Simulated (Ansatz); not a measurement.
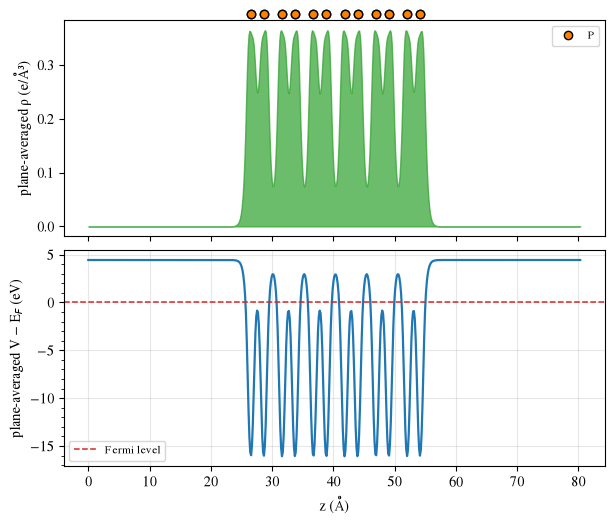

The picture shows: P. Plane average of the electrostatic potential (local pseudopotential plus Hartree) felt by an electron and of the valence pseudo-density across the slab. Circles mark the heights of the atoms.

Method: DFT PBE+D3(BJ), scalar-relativistic, plane waves, PAW (Ansatz 0.2.0).

The density is the valence pseudo-density of a PAW calculation; it isn't the true density close to the nuclei.

Read off the work function of this surface.

Answer. The potential is flat in the vacuum, 4.43 eV above the Fermi level; this is the work function, the same on both faces.

How thick is the slab, and how wide the vacuum?

Answer. The outermost nuclei are 27.6 Å apart, in 12 atomic planes; the vacuum between periodic images is 52.8 Å wide.
